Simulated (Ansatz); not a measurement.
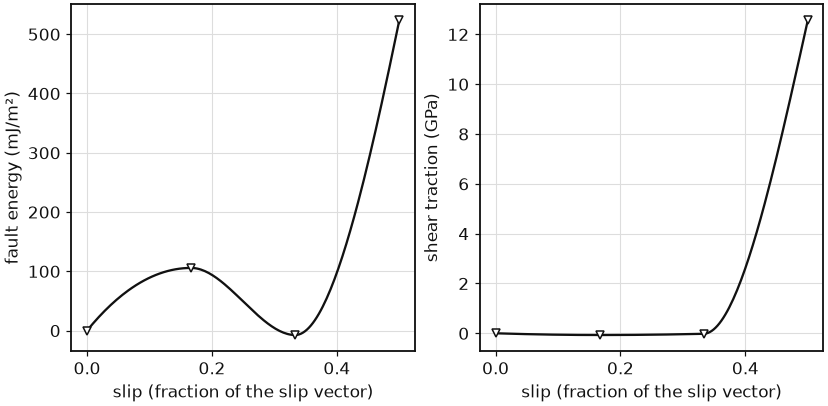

The figure shows the fault energy and shear traction against slip for Ag, space group P6_3/mmc (No. 194).

Cell as given: a = 2.905 Å, b = 2.905 Å, c = 18.934 Å, α = 90.00°, β = 90.00°, γ = 60.00°; 8 atoms.

Computed with Ansatz 0.2.0: rigid slide of a crystal across a plane by tilting cell vector c, one fault a cell, unrelaxed, by plane-wave density functional theory with PAW datasets, free energies less that of the undisturbed cell; scalar-relativistic. Level: r2SCAN, no spin polarisation.

wave cutoff 500 eV; k mesh 18×18×3; occupations Gaussian; smearing width 0.15 eV; k shift (0, 0, 0) (mesh steps); start relaxed; height of the cut 0 (fraction of cell vector c); slip vector (1, 1) (multiples of cell vectors a and b).

Give the values behind the plot as a table.

```tsv
slip (fraction of the slip vector)	fault energy (mJ/m²)	shear traction (GPa)
0.0000	0.0	0.00
0.1667	105.7	-0.07
0.3333	-7.5	-0.02
0.5000	523.7	12.57
```
